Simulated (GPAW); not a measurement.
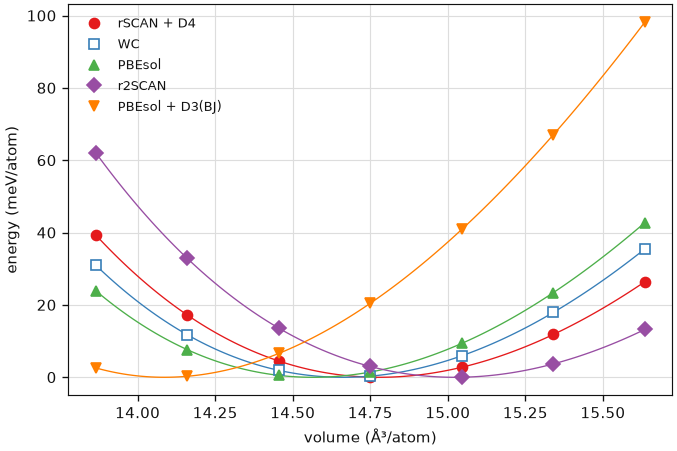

Plotted: energy against volume, with one curve for each functional, for Pd (space group Fm-3m).

Calculation (GPAW 26.7.0): PAW DFT in plane waves, on a grid or in atomic orbitals, no spin polarisation; energies at scaled volumes of the given cell, shape and fractions fixed, counted from the fit's minimum, third-order Birch-Murnaghan fit. All runs: no spin polarisation.

- occupations: Fermi–Dirac
- smearing width: 0.05 eV
- wave cutoff: 600 eV

Settings that differ: rSCAN + D4: k mesh 9×9×9, potentials GPAW-PAW-data-sets-(gpaw-data-1.2.1); WC: k mesh 9×9×9, potentials PAW-data-sets-made-by gpaw-setup-for-the-functional; PBEsol: k mesh 12×12×12, potentials PAW-data-sets-made-by gpaw-setup-for-the-functional; r2SCAN: k mesh 9×9×9, potentials GPAW-PAW-data-sets-(gpaw-data-1.2.1); PBEsol + D3(BJ): k mesh 9×9×9, potentials PAW-data-sets-made-by gpaw-setup-for-the-functional.

Order the curves by fitted equilibrium volume, smallest first.

Answer. PBEsol + D3(BJ) 14.086, PBEsol 14.565, WC 14.663, rSCAN + D4 14.779, r2SCAN 15.023 Å³/atom.

Keep in mind: the fit and the printed pressures don't fully agree, or the minimum lies near the end of the range (rSCAN + D4, r2SCAN).
